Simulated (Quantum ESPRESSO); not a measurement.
**Geometry relaxation of KBr (part 2 of 3)**

KBr (2 atoms in the cell); Kohn-Sham DFT of a periodic cell, revPBE, SSSP 1.3 efficiency PBE, no spin polarisation (Quantum ESPRESSO 7.5); cutoff 816.34 eV, 4×4×4 k-mesh, cold smearing of 0.136 eV. The structure derives from a Materials Project entry.

Geometry of the input (Å; fractional positions):
```
4.0435  0.0000  0.0000
0.0000  4.0435  0.0000
0.0000  0.0000  4.0435
K  0.0052  0.9922  0.9919
Br 0.4948  0.5078  0.5081
```

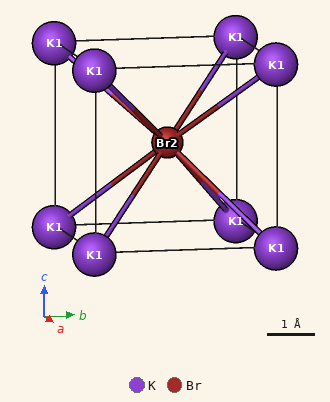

The input geometry (ball-and-stick view of the cell of the calculation, seen slightly off an axis; atoms are numbered from 1 in the order of the input). An atom can appear more than once, as a periodic image.

Log, continued
```
   -26.3129 -10.0844  -9.8560  -9.8429  -9.6904   1.0790   1.0796   2.4309
     7.8887   9.0955  10.5841  10.5886  12.9495  12.9786

          k =-0.2500-0.2500 0.2500 (  3515 PWs)   bands (ev):

   -26.3176 -10.2997  -9.7775  -9.7773  -9.5946   1.4246   1.5587   1.5604
     9.2908  10.0165  10.0250  10.6022  11.3451  11.3546

          k =-0.2500 0.2500-0.2500 (  3515 PWs)   bands (ev):

   -26.3176 -10.2997  -9.7775  -9.7773  -9.5946   1.4245   1.5587   1.5604
     9.2911  10.0164  10.0250  10.6016  11.3452  11.3548

          k = 0.2500-0.2500-0.2500 (  3515 PWs)   bands (ev):

   -26.3176 -10.3001  -9.7773  -9.7773  -9.5944   1.4266   1.5586   1.5588
     9.2686  10.0227  10.0234  10.6459  11.3393  11.3398

          k =-0.2500 0.2500 0.5000 (  3492 PWs)   bands (ev):

   -26.3130 -10.2290  -9.7763  -9.7652  -9.6785   0.9319   1.5698   1.6737
     9.2165   9.7822  10.1415  11.1466  11.5378  11.8645

          k =-0.5000-0.2500 0.2500 (  3492 PWs)   bands (ev):

   -26.3130 -10.2293  -9.7753  -9.7654  -9.6791   0.9311   1.5662   1.6770
     9.2085   9.8031  10.1575  11.1026  11.5786  11.8605

          k = 0.5000-0.2500-0.2500 (  3492 PWs)   bands (ev):

   -26.3130 -10.2289  -9.7755  -9.7653  -9.6795   0.9317   1.5702   1.6741
     9.2181   9.7812  10.1319  11.1587  11.5340  11.8640

          k =-0.2500-0.5000 0.2500 (  3492 PWs)   bands (ev):

   -26.3130 -10.2290  -9.7762  -9.7652  -9.6786   0.9319   1.5698   1.6737
     9.2166   9.7823  10.1406  11.1474  11.5378  11.8644

          k =-0.2500 0.5000-0.2500 (  3492 PWs)   bands (ev):

   -26.3130 -10.2293  -9.7761  -9.7653  -9.6783   0.9315   1.5671   1.6757
     9.2102   9.7970  10.1579  11.1098  11.5678  11.8619

          k =-0.5000 0.2500 0.5000 (  3492 PWs)   bands (ev):

   -26.3086 -10.0208  -9.8409  -9.8319  -9.7587   1.0642   1.0645   1.6583
     8.7376  10.2404  10.2759  10.6007  12.3843  12.3910

          k =-0.5000 0.5000 0.2500 (  3492 PWs)   bands (ev):

   -26.3086 -10.0204  -9.8409  -9.8323  -9.7588   1.0642   1.0645   1.6584
     8.7378  10.2418  10.2757  10.5993  12.3848  12.3913

     the Fermi energy is     3.8311 ev

!    total energy              =    -160.37896673 Ry
     estimated scf accuracy    <          1.6E-10 Ry
     smearing contrib. (-TS)   =       0.00000000 Ry
     internal energy E=F+TS    =    -160.37896673 Ry

     The total energy is F=E-TS. E is the sum of the following terms:
     one-electron contribution =     -23.16241307 Ry
     hartree contribution      =      17.44176058 Ry
     xc contribution           =     -37.58394604 Ry
     ewald contribution        =     -61.47422257 Ry
     one-center paw contrib.   =     -55.60014563 Ry

     convergence has been achieved in   9 iterations

     Forces acting on atoms (cartesian axes, Ry/au):

     atom    1 type  1   force =    -0.00103742    0.00154575    0.00159812
     atom    2 type  2   force =     0.00103742   -0.00154575   -0.00159812

     Total force =     0.003470     Total SCF correction =     0.000004

     BFGS Geometry Optimization
     Energy error            =      1.2E-05 Ry
     Gradient error          =      1.6E-03 Ry/Bohr

     number of scf cycles    =   1
     number of bfgs steps    =   0

     energy             new  =    -160.3789667269 Ry

     new trust radius        =       0.0024534837 bohr
     new conv_thr            =       0.0000000004 Ry

ATOMIC_POSITIONS (angstrom)
K                0.0204772134        4.0127921201        4.0117244065
Br               2.0012722866        2.0524563799        2.0535240935

     NEW-OLD atomic charge density approx. for the potential

     Self-consistent Calculation

     iteration #  1     ecut=    60.00 Ry     beta= 0.50
     Davidson diagonalization with overlap
     ethr =  1.00E-06,  avg # of iterations =  2.3

     Threshold (ethr) on eigenvalues was too large:
     Diagonalizing with lowered threshold

     Davidson diagonalization with overlap
     ethr =  1.65E-09,  avg # of iterations =  4.0

     total energy              =    -160.37897862 Ry
     estimated scf accuracy    <       0.00000018 Ry

[... 47 further cycles ...]
     iteration #  5     ecut=    60.00 Ry     beta= 0.50
     Davidson diagonalization with overlap
     ethr =  1.96E-10,  avg # of iterations =  2.0

     total energy              =    -160.37919416 Ry
     estimated scf accuracy    <          3.7E-09 Ry

     iteration #  6     ecut=    60.00 Ry     beta= 0.50
     Davidson diagonalization with overlap
     ethr =  2.33E-11,  avg # of iterations =  2.0

     total energy              =    -160.37919416 Ry
     estimated scf accuracy    <          6.4E-10 Ry

     iteration #  7     ecut=    60.00 Ry     beta= 0.50
     Davidson diagonalization with overlap
     ethr =  3.99E-12,  avg # of iterations =  2.0

     End of self-consistent calculation

          k = 0.0000 0.0000 0.0000 (  3431 PWs)   bands (ev):

   -26.3354 -10.3088  -9.7259  -9.7259  -9.7258   2.1813   2.1813   2.1813
     6.5593   8.4768   8.4768  12.1028  12.1029  12.1029

          k = 0.0000 0.0000 0.2500 (  3511 PWs)   bands (ev):

   -26.3306 -10.4182  -9.7168  -9.7168  -9.6034   1.2416   2.1956   2.1956
     7.7222   8.9411   9.5610  12.0041  12.0041  12.3264

          k = 0.0000 0.0000-0.5000 (  3514 PWs)   bands (ev):

   -26.3258 -10.5100  -9.7077  -9.7077  -9.4944   0.5502   2.2094   2.2094
     9.1338   9.8021  10.2987  11.4675  12.1229  12.1231

          k = 0.0000 0.2500 0.2500 (  3521 PWs)   bands (ev):

   -26.3260 -10.3746  -9.7926  -9.7088  -9.5787   1.2791   1.5488   2.2562
     8.4223   9.2220  10.2533  11.2428  11.6714  12.1980

          k = 0.0000 0.2500-0.5000 (  3476 PWs)   bands (ev):

   -26.3213 -10.3522  -9.7843  -9.7007  -9.6143   0.8023   1.5868   2.3184
     8.8169   9.2830  10.9065  11.1956  11.2628  11.9898

          k = 0.0000-0.5000-0.5000 (  3532 PWs)   bands (ev):

   -26.3168 -10.0696  -9.8591  -9.8591  -9.6937   1.0806   1.0806   2.4349
     7.8857   9.0884  10.5805  10.5806  12.9714  12.9715

          k = 0.2500 0.2500 0.2500 (  3515 PWs)   bands (ev):

   -26.3214 -10.2954  -9.7806  -9.7806  -9.6004   1.4276   1.5602   1.5602
     9.2991  10.0192  10.0193  10.5998  11.3393  11.3394

          k = 0.2500 0.2500-0.5000 (  3492 PWs)   bands (ev):

   -26.3169 -10.2244  -9.7777  -9.7686  -9.6862   0.9324   1.5709   1.6756
     9.2221   9.7848  10.1531  11.1184  11.5439  11.8510

          k = 0.2500-0.5000-0.5000 (  3492 PWs)   bands (ev):

   -26.3125 -10.0097  -9.8441  -9.8440  -9.7619   1.0653   1.0653   1.6596
     8.7372  10.2771  10.2773  10.5546  12.3744  12.3744

          k =-0.5000-0.5000-0.5000 (  3448 PWs)   bands (ev):

   -26.3081  -9.9479  -9.8289  -9.8289  -9.8289   1.0487   1.0487   1.0487
    10.0467  10.0467  10.0467  11.8766  11.8766  11.8767

          k = 0.2500 0.0000 0.0000 (  3511 PWs)   bands (ev):

   -26.3306 -10.4182  -9.7168  -9.7168  -9.6034   1.2416   2.1956   2.1956
     7.7222   8.9411   9.5610  12.0041  12.0041  12.3264

          k = 0.0000 0.2500 0.0000 (  3511 PWs)   bands (ev):

   -26.3306 -10.4182  -9.7168  -9.7168  -9.6034   1.2416   2.1956   2.1956
     7.7222   8.9411   9.5610  12.0041  12.0041  12.3264

          k =-0.5000 0.0000 0.0000 (  3514 PWs)   bands (ev):

   -26.3258 -10.5100  -9.7077  -9.7077  -9.4944   0.5502   2.2094   2.2094
     9.1338   9.8021  10.2987  11.4674  12.1229  12.1232

          k = 0.0000-0.5000 0.0000 (  3514 PWs)   bands (ev):

   -26.3258 -10.5100  -9.7077  -9.7077  -9.4944   0.5502   2.2094   2.2094
     9.1338   9.8021  10.2987  11.4675  12.1229  12.1231

          k = 0.0000-0.2500 0.2500 (  3521 PWs)   bands (ev):

   -26.3260 -10.3746  -9.7926  -9.7088  -9.5787   1.2791   1.5488   2.2562
     8.4223   9.2220  10.2533  11.2428  11.6716  12.1981

          k = 0.2500 0.0000-0.2500 (  3521 PWs)   bands (ev):

   -26.3260 -10.3746  -9.7926  -9.7088  -9.5787   1.2791   1.5488   2.2562
     8.4223   9.2220  10.2533  11.2428  11.6715  12.1980

          k =-0.2500 0.0000-0.2500 (  3521 PWs)   bands (ev):

   -26.3260 -10.3746  -9.7926  -9.7088  -9.5787   1.2791   1.5488   2.2562
     8.4223   9.2220  10.2533  11.2428  11.6716  12.1980

          k = 0.2500-0.2500 0.0000 (  3521 PWs)   bands (ev):

   -26.3260 -10.3746  -9.7926  -9.7088  -9.5787   1.2791   1.5488   2.2562
     8.4223   9.2220  10.2533  11.2428  11.6715  12.1980

          k =-0.2500-0.2500 0.0000 (  3521 PWs)   bands (ev):

   -26.3260 -10.3746  -9.7926  -9.7088  -9.5787   1.2791   1.5488   2.2562
     8.4223   9.2220  10.2533  11.2428  11.6716  12.1980

          k = 0.2500 0.0000 0.5000 (  3476 PWs)   bands (ev):

   -26.3213 -10.3522  -9.7843  -9.7007  -9.6143   0.8023   1.5868   2.3184
     8.8169   9.2830  10.9065  11.1956  11.2628  11.9899

          k =-0.5000-0.2500 0.0000 (  3476 PWs)   bands (ev):

   -26.3213 -10.3522  -9.7843  -9.7007  -9.6143   0.8023   1.5868   2.3184
     8.8169   9.2830  10.9065  11.1957  11.2627  11.9898

          k = 0.0000-0.5000 0.2500 (  3476 PWs)   bands (ev):

   -26.3213 -10.3522  -9.7843  -9.7007  -9.6143   0.8023   1.5868   2.3184
     8.8169   9.2830  10.9065  11.1956  11.2628  11.9898

          k = 0.2500-0.5000 0.0000 (  3476 PWs)   bands (ev):

   -26.3213 -10.3522  -9.7843  -9.7007  -9.6143   0.8023   1.5868   2.3184
     8.8169   9.2830  10.9065  11.1956  11.2628  11.9899

          k =-0.5000 0.0000 0.2500 (  3476 PWs)   bands (ev):

   -26.3213 -10.3522  -9.7843  -9.7007  -9.6143   0.8023   1.5868   2.3184
     8.8169   9.2830  10.9065  11.1957  11.2627  11.9898

          k =-0.5000 0.0000 0.5000 (  3532 PWs)   bands (ev):

   -26.3168 -10.0695  -9.8591  -9.8591  -9.6937   1.0806   1.0806   2.4349
     7.8857   9.0884  10.5806  10.5806  12.9713  12.9714

          k =-0.5000 0.5000 0.0000 (  3532 PWs)   bands (ev):

   -26.3168 -10.0695  -9.8591  -9.8591  -9.6937   1.0806   1.0806   2.4349
     7.8857   9.0884  10.5806  10.5806  12.9713  12.9714

          k =-0.2500-0.2500 0.2500 (  3515 PWs)   bands (ev):

   -26.3214 -10.2954  -9.7806  -9.7806  -9.6004   1.4275   1.5602   1.5602
     9.2991  10.0192  10.0193  10.5997  11.3393  11.3394

          k =-0.2500 0.2500-0.2500 (  3515 PWs)   bands (ev):

   -26.3214 -10.2954  -9.7806  -9.7806  -9.6004   1.4275   1.5602   1.5602
     9.2991  10.0192  10.0193  10.5997  11.3393  11.3394

          k = 0.2500-0.2500-0.2500 (  3515 PWs)   bands (ev):

   -26.3214 -10.2954  -9.7806  -9.7806  -9.6004   1.4276   1.5602   1.5602
     9.2991  10.0192  10.0192  10.5999  11.3393  11.3393

          k =-0.2500 0.2500 0.5000 (  3492 PWs)   bands (ev):

   -26.3169 -10.2244  -9.7777  -9.7686  -9.6862   0.9324   1.5709   1.6756
     9.2221   9.7847  10.1531  11.1185  11.5438  11.8510

          k =-0.5000-0.2500 0.2500 (  3492 PWs)   bands (ev):

   -26.3169 -10.2244  -9.7777  -9.7686  -9.6862   0.9324   1.5709   1.6756
     9.2221   9.7848  10.1531  11.1184  11.5440  11.8510

          k = 0.5000-0.2500-0.2500 (  3492 PWs)   bands (ev):

   -26.3169 -10.2244  -9.7777  -9.7686  -9.6862   0.9324   1.5709   1.6756
     9.2222   9.7847  10.1531  11.1186  11.5438  11.8510

          k =-0.2500-0.5000 0.2500 (  3492 PWs)   bands (ev):

   -26.3169 -10.2244  -9.7777  -9.7686  -9.6862   0.9324   1.5709   1.6756
     9.2221   9.7847  10.1531  11.1185  11.5438  11.8510

          k =-0.2500 0.5000-0.2500 (  3492 PWs)   bands (ev):

   -26.3169 -10.2244  -9.7777  -9.7686  -9.6862   0.9324   1.5709   1.6756
     9.2221   9.7848  10.1531  11.1184  11.5439  11.8510

          k =-0.5000 0.2500 0.5000 (  3492 PWs)   bands (ev):

   -26.3125 -10.0097  -9.8441  -9.8440  -9.7619   1.0653   1.0653   1.6596
     8.7372  10.2772  10.2773  10.5546  12.3744  12.3745

          k =-0.5000 0.5000 0.2500 (  3492 PWs)   bands (ev):

   -26.3125 -10.0097  -9.8441  -9.8440  -9.7619   1.0653   1.0653   1.6596
     8.7372  10.2772  10.2773  10.5546  12.3744  12.3744

     the Fermi energy is     3.8248 ev

!    total energy              =    -160.37919416 Ry
     estimated scf accuracy    <          5.0E-12 Ry
     smearing contrib. (-TS)   =       0.00000000 Ry
     internal energy E=F+TS    =    -160.37919416 Ry

     The total energy is F=E-TS. E is the sum of the following terms:
     one-electron contribution =     -23.12012707 Ry
     hartree contribution      =      17.41948170 Ry
     xc contribution           =     -37.58311133 Ry
     ewald contribution        =     -61.49530354 Ry
     one-center paw contrib.   =     -55.60013393 Ry

     convergence has been achieved in   7 iterations

     Forces acting on atoms (cartesian axes, Ry/au):

     atom    1 type  1   force =    -0.00005266    0.00008452    0.00008824
     atom    2 type  2   force =     0.00005266   -0.00008452   -0.00008824

     Total force =     0.000188     Total SCF correction =     0.000005
     Energy error            =      3.2E-05 Ry
     Gradient error          =      8.8E-05 Ry/Bohr

     number of scf cycles    =   9
     number of bfgs steps    =   8

     energy             old  =    -160.3791623187 Ry
     energy             new  =    -160.3791941649 Ry

     CASE: energy            _new < energy            _old

     new trust radius        =       0.0052790982 bohr
     new conv_thr            =            4.0E-12 Ry

ATOMIC_POSITIONS (angstrom)
K               -0.0000888323        4.0435085440        4.0434914266
Br               2.0218383323        2.0217399560        2.0217570734

     NEW-OLD atomic charge density approx. for the potential

     Self-consistent Calculation

     iteration #  1     ecut=    60.00 Ry     beta= 0.50
     Davidson diagonalization with overlap
     ethr =  1.00E-06,  avg # of iterations =  3.0

     Threshold (ethr) on eigenvalues was too large:
     Diagonalizing with lowered threshold

     Davidson diagonalization with overlap
     ethr =  3.44E-09,  avg # of iterations =  3.6

     total energy              =    -160.37919490 Ry
     estimated scf accuracy    <       0.00000081 Ry

     iteration #  2     ecut=    60.00 Ry     beta= 0.50
     Davidson diagonalization with overlap
     ethr =  5.07E-09,  avg # of iterations =  2.0

     total energy              =    -160.37919485 Ry
     estimated scf accuracy    <       0.00000006 Ry

     iteration #  3     ecut=    60.00 Ry     beta= 0.50
     Davidson diagonalization with overlap
     ethr =  3.45E-10,  avg # of iterations =  2.0

     total energy              =    -160.37919484 Ry
     estimated scf accuracy    <       0.00000001 Ry

     iteration #  4     ecut=    60.00 Ry     beta= 0.50
     Davidson diagonalization with overlap
     ethr =  6.65E-11,  avg # of iterations =  2.0

     total energy              =    -160.37919484 Ry
     estimated scf accuracy    <          9.5E-10 Ry

     iteration #  5     ecut=    60.00 Ry     beta= 0.50
     Davidson diagonalization with overlap
     ethr =  5.93E-12,  avg # of iterations =  2.0

     total energy              =    -160.37919485 Ry
     estimated scf accuracy    <          6.1E-11 Ry

     iteration #  6     ecut=    60.00 Ry     beta= 0.50
     Davidson diagonalization with overlap
     ethr =  3.81E-13,  avg # of iterations =  2.0

     total energy              =    -160.37919485 Ry
     estimated scf accuracy    <          7.6E-12 Ry

     iteration #  7     ecut=    60.00 Ry     beta= 0.50
     Davidson diagonalization with overlap
     ethr =  1.00E-13,  avg # of iterations =  2.0

     End of self-consistent calculation

          k = 0.0000 0.0000 0.0000 (  3431 PWs)   bands (ev):

   -26.3354 -10.3087  -9.7259  -9.7259  -9.7259   2.1813   2.1813   2.1813
     6.5593   8.4768   8.4768  12.1028  12.1028  12.1028

          k = 0.0000 0.0000 0.2500 (  3511 PWs)   bands (ev):

   -26.3306 -10.4182  -9.7168  -9.7168  -9.6034   1.2416   2.1956   2.1956
     7.7222   8.9411   9.5610  12.0041  12.0041  12.3264

          k = 0.0000 0.0000-0.5000 (  3514 PWs)   bands (ev):
```
